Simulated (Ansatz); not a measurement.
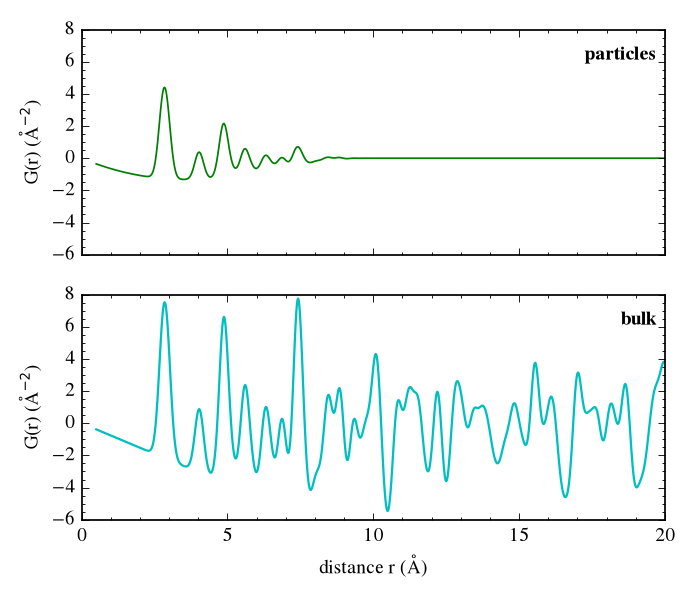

Computed X-ray G(r), with each pair weighted by the product of the atomic numbers (X-ray weights at Q = 0) and a uniform peak width σ = 0.15 Å, for spherical particles of W with the bulk structure: the bulk G(r) is multiplied by the envelope of a sphere of diameter D, 1 − 3r/2D + r³/2D³, with no surface relaxation. The number density is 0.0607 atoms per Å³. Basis of the simulation: the geometry relaxed with DFT PBE, scalar-relativistic, plane waves, PAW in Ansatz; the starting structure was generated, so it need not be a known form of this composition.

Q: How large are the particles?

A: About 10 Å (1.0 nm): the signal is half of the bulk amplitude at r ≈ 3.5 Å and vanishes at r = D, fading from view somewhat earlier.

Q: Roughly how many atoms does one particle hold?

A: About 32 (number density 0.0607 Å⁻³ times πD³/6).
